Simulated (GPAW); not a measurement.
## Co1 on Au4 111: moments or none

Aim: find out whether Co1 on Au4 111 carries moments when they start parallel, and what they gain.

Program: GPAW 26.7.0. Level of theory: PBE; plane waves with GPAW's PAW setups, scalar-relativistic. Results are calculated unless marked as measured.

## (1) The structure

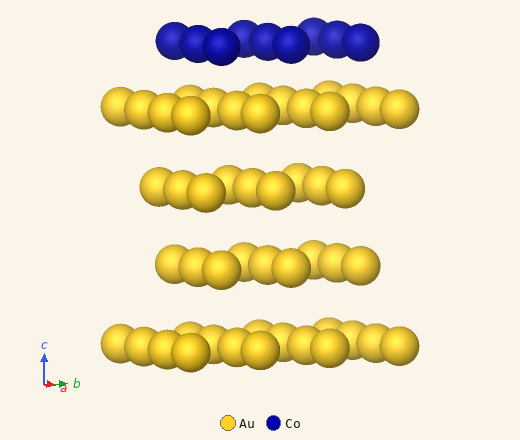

The cell as given, from the side, with the c axis up (gold yellow, cobalt blue). 3×3×1 cells are drawn. Some periodic images of atoms are drawn too.

The cell holds 5 atoms: 4 Au and 1 Co. Its edges and angles: a = 2.884 Å, b = 2.884 Å, c = 21.014 Å, α = 90.0°, β = 90.0°, γ = 120.0°. ideal sites on the substrate's mesh, layer spacings from atomic volumes, unrelaxed, 12 A of vacuum. Vacuum lies along c.

Structure file:

```
Au Co
1.0
     2.88358    0.00000    0.00000
    -1.44179    2.49726    0.00000
     0.00000    0.00000   21.01400
Au Co
4 1
Direct
  0.00000 0.00000 0.28552
  0.33333 0.66667 0.39760
  0.66667 0.33333 0.50968
  0.00000 0.00000 0.62176
  0.33333 0.66667 0.71448
```

## (2) Order 1, typed as ferro +

The parallel start comes first: it fits the smallest cell, keeps the most symmetry and shows whether parallel moments form.

Contents of order1.py:

```python
import json
import numpy as np
from ase import Atoms
from ase.parallel import paropen, parprint
from gpaw import GPAW

atoms = Atoms(['Au', 'Au', 'Au', 'Au', 'Co'],
    cell=[[2.883581, 0.0, 0.0],
         [-1.441791, 2.497255, 0.0],
         [0.0, 0.0, 21.014]],
    scaled_positions=[[0.0, 0.0, 0.285524],
         [0.333333, 0.666667, 0.397603],
         [0.666667, 0.333333, 0.509681],
         [0.0, 0.0, 0.62176],
         [0.333333, 0.666667, 0.714476]],
    pbc=True,
    magmoms=[0.0, 0.0, 0.0, 0.0, 1.8])
atoms.calc = GPAW(mode={'name': 'pw', 'ecut': 450},
    xc='PBE',
    kpts={'size': (18, 18, 1), 'gamma': True},
    occupations={'name': 'fermi-dirac', 'width': 0.05},
    convergence={'density': 1e-05, 'energy': 1e-05},
    maxiter=250,
    mixer={'name': 'pulay', 'beta': 0.03, 'nmaxold': 8, 'weight': 100},
    symmetry={'tolerance': 1e-4},
    txt='order1.txt')
e = atoms.get_potential_energy(force_consistent=True)
res = {'free_energy': e, 'energy_sigma0': atoms.get_potential_energy(), 'fermi_energy': atoms.calc.get_fermi_level()}
res['moments'] = atoms.get_magnetic_moments().tolist()
res['total'] = atoms.get_magnetic_moment()
parprint('site moments (muB):', np.round(res['moments'], 3))
parprint(f"total moment: {res['total']:.3f} muB")
parprint(f'free energy: {e:.6f} eV')
atoms.calc.write('order1.gpw')
with paropen('results.json', 'w') as f:
    json.dump(res, f)
```

Launch:

```console
> OMP_NUM_THREADS=1 mpirun -n 4 gpaw python order1.py > order1.log
```

Numbers of over 12 decimals in the logs are rounded to 6 here.

Output:

```text
site moments (muB): [-0.007 -0.007 -0.01   0.032  1.914]
total moment: 1.859 muB
free energy: -18.526933 eV

--- order1.txt ---
Input parameters:
  mode=PW(ecut=450),
  convergence={'density': 1e-05, 'energy': 1e-05},
  kpts=MonkhorstPack(size=(18, 18, 1), gamma=True),
  maxiter=250,
  mixer=Pulay(name='pulay', nmaxold=8, beta=0.03, weight=100, sigma=0.015, g_ss=None),
  occupations=Occupations(name='fermi-dirac', width=0.05),
  symmetry=Symmetry(tolerance=0.0001),
  xc=XC(name='PBE')

Diagonalizing LCAO Hamiltonian
Converting LCAO to pw mode

        Co

       Au

           Au

        Au

       Au

Atoms  # Å, Bohr magnetons
|   | symbol |         x |        y |         z |    initial magnetic moments |
|---|--------|-----------|----------|-----------|-----------------------------|
| 0 |     Au |  0.000000 | 0.000000 |  6.000001 | ( 0.0000,  0.0000,  0.0000) |
| 1 |     Au | -0.000002 | 1.664837 |  8.355229 | ( 0.0000,  0.0000,  0.0000) |
| 2 |     Au |  1.441792 | 0.832418 | 10.710437 | ( 0.0000,  0.0000,  0.0000) |
| 3 |     Au |  0.000000 | 0.000000 | 13.065665 | ( 0.0000,  0.0000,  0.0000) |
| 4 |     Co | -0.000002 | 1.664837 | 15.013999 | ( 0.0000,  0.0000,  1.8000) |

Unit cell  # Å
| periodic |         x |        y |         z |   lengths |     angles |
|----------|-----------|----------|-----------|-----------|------------|
|      yes |  2.883581 | 0.000000 |  0.000000 |  2.883581 |  90.000000 |
|      yes | -1.441791 | 2.497255 |  0.000000 |  2.883582 |  90.000000 |
|      yes |  0.000000 | 0.000000 | 21.014000 | 21.014000 | 120.000003 |

Number of symmetries: 6

BZ-sampling:
  Number of BZ points: 324
  Number of IBZ points: 37

  Monkhorst-Pack size: [18, 18, 1]
  Monkhorst-Pack shift: [0.027778, 0.027778, 0.0]

K-points  # in reciprocal-cell coordinates
|     |                                coordinates |     weight |
|-----|--------------------------------------------|------------|
|   0 | ( -0.00000000,  -0.00000000,   0.00000000) | 0.00308642 |
|   1 | (  0.05555556,  -0.00000000,   0.00000000) | 0.01851852 |
|   2 | (  0.11111111,  -0.05555556,   0.00000000) | 0.01851852 |
|   3 | (  0.11111111,  -0.00000000,   0.00000000) | 0.01851852 |
|   4 | (  0.16666667,  -0.05555556,   0.00000000) | 0.03703704 |
|   5 | (  0.16666667,  -0.00000000,   0.00000000) | 0.01851852 |
|   6 | (  0.22222222,  -0.11111111,   0.00000000) | 0.01851852 |
|   7 | (  0.22222222,  -0.05555556,   0.00000000) | 0.03703704 |
|   8 | (  0.22222222,  -0.00000000,   0.00000000) | 0.01851852 |
|   9 | (  0.27777778,  -0.11111111,   0.00000000) | 0.03703704 |
| ... |                                            |            |
|  36 | (  0.50000000,   0.50000000,   0.00000000) | 0.00925926 |

Plane wave coefficients: 3327
Cutoff: 450.000000 eV

Spin-components: 2 (collinear spins)
Bands:           37
Projectors:      30
Spin-degeneracy: 1
Datatype:        complex128

Parallelization:
  kpt:    4
  domain: 1
  band:   1

Density:
  Valence electrons: 53.0
  Components: 2
  Grid points: [ 15  15 105]
  Charge: 0.0  # |e|

Potential:
  Grid points: [ 15  15 105]

species:
  Au:
    name:    Gold
    Z:       79.0
    valence: 11
    core:    68
    charge:  0.0  # [|e|]
    compensation charges:
      type: gauss
      rc: 0.42  # [Å]
      lmax: 2
    cutoffs:
      filter: 2.33  # [Å]
      core: 2.81  # [Å]
    projectors
    | kind |    occ | energy [eV] | rcut [Å] |
    |------|--------|-------------|----------|
    |   6s |  1.000 |      -5.728 |    1.323 |
    |   6p |  0.000 |      -0.775 |    1.323 |
    |   5d | 10.000 |      -6.891 |    1.323 |
    |    s |        |      21.484 |    1.323 |
    |    p |        |      26.436 |    1.323 |
    |    d |        |      20.321 |    1.323 |

    Using partial waves for Au as LCAO basis

  Co:
    name:    Cobalt
    Z:       27.0
    valence: 9
    core:    18
    charge:  0.0  # [|e|]
    compensation charges:
      type: gauss
      rc: 0.32  # [Å]
      lmax: 2
    cutoffs:
      filter: 1.87  # [Å]
      core: 2.55  # [Å]
    projectors
    | kind |    occ | energy [eV] | rcut [Å] |
    |------|--------|-------------|----------|
    |   4s |  2.000 |      -5.469 |    1.005 |
    |   4p |  0.000 |      -1.277 |    1.058 |
    |   3d |  7.000 |      -8.205 |    1.005 |
    |    s |        |      21.742 |    1.005 |
    |    p |        |      25.934 |    1.058 |
    |    d |        |      19.007 |    1.005 |

    Using partial waves for Co as LCAO basis

Reference energy: -2104295.794343  # eV

eigensolver:
  PPCG
  Converge bands: occupied
  niter=2

density mixing:
  Pulay-Mixer
  Linear mixing parameters: 0.03
  Old densities: 8
  Fourier metric: weight=100, sigma=0.015

occupation numbers:
  Fermi-Dirac:
    width: 0.0500  # eV

poisson solver:
  ecut: 3600.000000  # eV

xc functional:
  name: PBE with 2 nearest neighbor stencil

convergence criteria:
- Maximum integral of absolute [dens]ity change: 1e-05 electrons / valence electron
- Maximum [total energy] change in last 3 cyles: 1e-05 eV / valence electron
- Maximum integral of absolute [eigenst]ate change: 4e-08 eV^2 / valence electron
maximum number of iterations: 250

SCF iterations
|iter     |      energy | eigst |  dens |  magmom |
|---------|-------------|-------|-------|---------|
|iter:   1|       0s |  -27.500765 | -0.06 |       |  +1.8010|
|iter:   2|       2s |  -21.880693 | -1.05 | -0.75 |  +1.7506|
|iter:   3|       4s |  -19.973524 | -1.84 | -0.94 |  +1.7716|
|iter:   4|       6s |  -19.567708 | -1.55 | -1.01 |  +1.7458|
|iter:   5|       8s |  -19.121308 | -2.66 | -1.08 |  +1.7583|
|iter:   6|       9s |  -18.871008 | -1.44 | -1.20 |  +1.7535|
|iter:   7|      11s |  -18.838774 | -3.07 | -1.30 |  +1.7555|
|iter:   8|      14s |  -18.602781 | -2.58 | -1.33 |  +1.7698|
|iter:   9|      16s |  -18.499036 | -2.39 | -1.53 |  +1.7849|
|iter:  10|      18s |  -18.499046 | -3.66 | -1.83 |  +1.7891|
[... 28 iterations left out ...]
|iter:  39|      76s |  -18.509114c| -7.36 | -4.24 |  +1.8598|
|iter:  40|      78s |  -18.509118c| -7.84c| -4.32 |  +1.8595|
|iter:  41|      80s |  -18.509125c| -7.58c| -4.41 |  +1.8591|
|iter:  42|      81s |  -18.509128c| -7.62c| -4.67 |  +1.8590|
|iter:  43|      82s |  -18.509126c| -7.80c| -4.76 |  +1.8590|
|iter:  44|      83s |  -18.509126c| -8.41c| -4.83 |  +1.8590|
|iter:  45|      84s |  -18.509127c| -8.69c| -4.89 |  +1.8589|
|iter:  46|      85s |  -18.509127c| -8.57c| -4.91 |  +1.8589|
|iter:  47|      86s |  -18.509131c| -7.58c| -4.95 |  +1.8589|
|iter:  48|      87s |  -18.509132c| -8.08c| -5.08c|  +1.8588|

Converged in 48 steps
Energy contributions relative to reference atoms: (reference = -2104295.794343)

Energy contributions:
  Kinetic:         -11.907675
  Coulomb:           8.559463
  Zero:              0.774985
  External:          0.000000
  Xc:              -15.918103
  Entropy:          -0.035602
  Spinorbit:         0.000000
  ----------------------------
  Free energy:     -18.526933
  Extrapolated:    -18.509132

dipole moment: (-11.868832, -15.988224, 0.032112)  # |e|*Ang

Total magnetic moment: (0.000000, 0.000000, 1.858828)

Local magnetic moments
|        x |        y |         z |
|----------|----------|-----------|
| 0.000000 | 0.000000 | -0.006629 |  # Au   0
| 0.000000 | 0.000000 | -0.007061 |  # Au   1
| 0.000000 | 0.000000 | -0.009774 |  # Au   2
| 0.000000 | 0.000000 |  0.032309 |  # Au   3
| 0.000000 | 0.000000 |  1.914303 |  # Co   4

Fermi level: 2.992
Eigenvalues  # (at kpt = [-0.000, -0.000, 0.000])
| band index |      eig [eV] | occ [0-1] |      eig [eV] | occ [0-1] |
|------------|---------------|-----------|---------------|-----------|
|          0 |        -6.663 |     1.000 |        -6.669 |     1.000 |
|        ... |               |           |               |           |
|         21 |         0.244 |     1.000 |         0.290 |     1.000 |
|         22 |         0.660 |     1.000 |         0.855 |     1.000 |
|         23 |         0.834 |     1.000 |         0.855 |     1.000 |
|         24 |         0.834 |     1.000 |         1.906 |     1.000 |
|         25 |         0.975 |     1.000 |         2.492 |     1.000 |
|         26 |         0.975 |     1.000 |         2.692 |     0.998 |
|         27 |         1.449 |     1.000 |         2.692 |     0.998 |
|         28 |         1.449 |     1.000 |         3.288 |     0.003 |
|         29 |         2.248 |     1.000 |         3.394 |     0.000 |
|         30 |         3.299 |     0.002 |         3.394 |     0.000 |
|         31 |         7.305 |     0.000 |         7.301 |     0.000 |
|         32 |         8.205 |     0.000 |         8.173 |     0.000 |
|         33 |         8.580 |     0.000 |         8.611 |     0.000 |
|         34 |        10.727 |     0.000 |        10.722 |     0.000 |
|         35 |        11.630 |     0.000 |        11.653 |     0.000 |
|         36 |        14.470 |     0.000 |        14.464 |     0.000 |

No gap
No difference between direct/indirect transitions
```

Wall time 93 s (4 MPI ranks of Intel Xeon 6975P-C (Granite Rapids), shared host); peak memory 1 GiB; 6.2 min of CPU time.

Spin moment in the augmentation sphere by atom:

```tsv
atom	spin moment in the augmentation sphere (μB)
Au1	-0.01
Au2	-0.01
Au3	-0.01
Au4	0.03
Co5	1.91
```

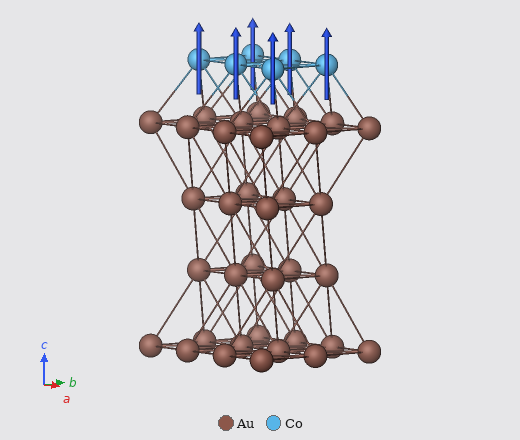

Spin moment in the augmentation sphere as arrows, the longest 1.91 μB. Up and down stand for the sign. Arrows give size and sign along the axis of quantisation, drawn up and down the page. 3×2×1 cells are drawn. Some periodic images of atoms are drawn too.

This step gave:

```yaml
magnetization: 1.859 μB
final_state: ferromagnetic
```

After 48 cycles the largest moment stands at 1.91 μB.

## (3) Run 2 (no spin polarisation)

This run holds no moments, which gives a state to set the others against.

nospin.py is the script of step 2 with these lines changed:

```diff
@@ -15,4 +15,3 @@
          [0.333333, 0.666667, 0.714476]],
-    pbc=True,
-    magmoms=[0.0, 0.0, 0.0, 0.0, 1.8])
+    pbc=True)
 atoms.calc = GPAW(mode={'name': 'pw', 'ecut': 450},
@@ -25,11 +24,7 @@
     symmetry={'tolerance': 1e-4},
-    txt='order1.txt')
+    txt='nospin.txt')
 e = atoms.get_potential_energy(force_consistent=True)
 res = {'free_energy': e, 'energy_sigma0': atoms.get_potential_energy(), 'fermi_energy': atoms.calc.get_fermi_level()}
-res['moments'] = atoms.get_magnetic_moments().tolist()
-res['total'] = atoms.get_magnetic_moment()
-parprint('site moments (muB):', np.round(res['moments'], 3))
-parprint(f"total moment: {res['total']:.3f} muB")
 parprint(f'free energy: {e:.6f} eV')
-atoms.calc.write('order1.gpw')
+atoms.calc.write('nospin.gpw')
 with paropen('results.json', 'w') as f:
```

Launch:

```console
> OMP_NUM_THREADS=1 mpirun -n 4 gpaw python nospin.py > nospin.log
```

Output:

```text
free energy: -18.047669 eV

--- nospin.txt ---
Input parameters:
  mode=PW(ecut=450),
  convergence={'density': 1e-05, 'energy': 1e-05},
  kpts=MonkhorstPack(size=(18, 18, 1), gamma=True),
  maxiter=250,
  mixer=Pulay(name='pulay', nmaxold=8, beta=0.03, weight=100, sigma=0.015, g_ss=None),
  occupations=Occupations(name='fermi-dirac', width=0.05),
  symmetry=Symmetry(tolerance=0.0001),
  xc=XC(name='PBE')

Diagonalizing LCAO Hamiltonian
Converting LCAO to pw mode

        Co

       Au

           Au

        Au

       Au

Atoms  # Å, Bohr magnetons
|   | symbol |         x |        y |         z |    initial magnetic moments |
|---|--------|-----------|----------|-----------|-----------------------------|
| 0 |     Au |  0.000000 | 0.000000 |  6.000001 | ( 0.0000,  0.0000,  0.0000) |
| 1 |     Au | -0.000002 | 1.664837 |  8.355229 | ( 0.0000,  0.0000,  0.0000) |
| 2 |     Au |  1.441792 | 0.832418 | 10.710437 | ( 0.0000,  0.0000,  0.0000) |
| 3 |     Au |  0.000000 | 0.000000 | 13.065665 | ( 0.0000,  0.0000,  0.0000) |
| 4 |     Co | -0.000002 | 1.664837 | 15.013999 | ( 0.0000,  0.0000,  0.0000) |

Unit cell  # Å
| periodic |         x |        y |         z |   lengths |     angles |
|----------|-----------|----------|-----------|-----------|------------|
|      yes |  2.883581 | 0.000000 |  0.000000 |  2.883581 |  90.000000 |
|      yes | -1.441791 | 2.497255 |  0.000000 |  2.883582 |  90.000000 |
|      yes |  0.000000 | 0.000000 | 21.014000 | 21.014000 | 120.000003 |

Number of symmetries: 6

BZ-sampling:
  Number of BZ points: 324
  Number of IBZ points: 37

  Monkhorst-Pack size: [18, 18, 1]
  Monkhorst-Pack shift: [0.027778, 0.027778, 0.0]

Plane wave coefficients: 3327
Cutoff: 450.000000 eV

Spin-components: 1 (collinear spins)
Bands:           36
Projectors:      30
Spin-degeneracy: 2
Datatype:        complex128

Parallelization:
  kpt:    4
  domain: 1
  band:   1

Density:
  Valence electrons: 53.0
  Components: 1
  Grid points: [ 15  15 105]
  Charge: 0.0  # |e|

Potential:
  Grid points: [ 15  15 105]

[... setups left out ...]
Reference energy: -2104295.794343  # eV

eigensolver:
  PPCG
  Converge bands: occupied
  niter=2

density mixing:
  Pulay-Mixer
  Linear mixing parameters: 0.03
  Old densities: 8
  Fourier metric: weight=100, sigma=0.015

occupation numbers:
  Fermi-Dirac:
    width: 0.0500  # eV

poisson solver:
  ecut: 3600.000000  # eV

xc functional:
  name: PBE with 2 nearest neighbor stencil

convergence criteria:
- Maximum integral of absolute [dens]ity change: 1e-05 electrons / valence electron
- Maximum [total energy] change in last 3 cyles: 1e-05 eV / valence electron
- Maximum integral of absolute [eigenst]ate change: 4e-08 eV^2 / valence electron
maximum number of iterations: 250

SCF iterations
|iter     |      energy | eigst |  dens |
|---------|-------------|-------|-------|
|iter:   1|       0s |  -28.242719 | -0.05 |       |
|iter:   2|       1s |  -21.122349 | -1.01 | -0.84 |
|iter:   3|       2s |  -19.768914 | -1.86 | -1.04 |
|iter:   4|       3s |  -19.689213 | -1.42 | -1.03 |
|iter:   5|       4s |  -18.724775 | -2.29 | -1.11 |
|iter:   6|       5s |  -19.064940 | -1.47 | -1.26 |
|iter:   7|       6s |  -18.810992 | -2.29 | -1.26 |
|iter:   8|       7s |  -18.445586 | -2.65 | -1.34 |
|iter:   9|       8s |  -18.077151 | -1.89 | -1.47 |
|iter:  10|       8s |  -18.032084 | -3.09 | -1.84 |
[... 12 iterations left out ...]
|iter:  23|      22s |  -18.010559c| -6.82 | -3.73 |
|iter:  24|      23s |  -18.010562c| -7.35 | -3.91 |
|iter:  25|      24s |  -18.010561c| -7.05 | -3.99 |
|iter:  26|      25s |  -18.010561c| -7.80c| -4.27 |
|iter:  27|      26s |  -18.010568c| -7.50c| -4.32 |
|iter:  28|      26s |  -18.010567c| -7.56c| -4.67 |
|iter:  29|      27s |  -18.010567c| -8.11c| -4.83 |
|iter:  30|      27s |  -18.010567c| -8.26c| -4.86 |
|iter:  31|      28s |  -18.010568c| -7.99c| -4.90 |
|iter:  32|      28s |  -18.010568c| -8.74c| -5.06c|

Converged in 32 steps
Energy contributions relative to reference atoms: (reference = -2104295.794343)

Energy contributions:
  Kinetic:         -14.444341
  Coulomb:          10.764238
  Zero:              0.775095
  External:          0.000000
  Xc:              -15.068459
  Entropy:          -0.074202
  Spinorbit:         0.000000
  ----------------------------
  Free energy:     -18.047669
  Extrapolated:    -18.010568

dipole moment: (-11.831253, -16.005842, 0.011071)  # |e|*Ang

Fermi level: 2.854
Eigenvalues  # (at kpt = [-0.000, -0.000, 0.000])
| band index |      eig [eV] | occ [0-2] |
|------------|---------------|-----------|
|          0 |        -6.707 |     2.000 |
|        ... |               |           |
|         20 |         0.195 |     2.000 |
|         21 |         0.195 |     2.000 |
|         22 |         0.746 |     2.000 |
|         23 |         0.746 |     2.000 |
|         24 |         1.774 |     2.000 |
|         25 |         2.219 |     2.000 |
|         26 |         2.219 |     2.000 |
|         27 |         2.352 |     2.000 |
|         28 |         2.900 |     0.571 |
|         29 |         2.900 |     0.571 |
|         30 |         3.439 |     0.000 |
|         31 |         7.296 |     0.000 |
|         32 |         8.202 |     0.000 |
|         33 |         8.583 |     0.000 |
|         34 |        10.725 |     0.000 |
|         35 |        11.662 |     0.000 |

No gap
No difference between direct/indirect transitions
```

It took 33 s on 4 MPI ranks; peak memory 0.86 GiB.

Numbers from this step:

| Item | Value |
| --- | --- |
| final state | non-magnetic (no spin polarisation) |

It lies 479 meV a seeded atom over the first start.

## (4) Energies of the orders

These are free energies at a smearing of 0.05 eV, so its entropy term is in the differences. They are divided by the number of seeded atoms, so that cells of unlike size compare.

Orders:

```tsv
start	final state	typed order kept	energy over the lowest (meV a seeded atom)	largest site moment (μB)	net moment (μB a primitive cell)	mesh matched	CPU time (s)
ferro +	ferromagnetic	yes	0	1.914	1.859	yes	370.8
no spin polarisation	non-magnetic	-	479.3	0	0	yes	132
```

## (5) What came out

```
lower run                          : with moments
largest site moment                : 1.91 μB
energy gained by spin polarisation : 479 meV a seeded atom
```

**Reading.** The crystal holds moments, up to 1.91 μB, and gains 479 meV a seeded atom by them. No antiferromagnetic order was tried, so the session says nothing on how the moments order.

[Logs and program files are shortened in this print: banners, set-up blocks, solver, clock and traceback lines can be left out without a mark of their own.]

[Logs are printed without paths, hosts, clocks, repeated set-up lines and the standing remarks that a program may print on its own settings, such as how far it seeks lower states.]

[Hosts, paths, dates, database ids (printed as entryN), source tags and the programs' standing remarks are cut or masked in the printed files.]

[Where a cell is said to come from a database of computed structures, the database is the Materials Project.]
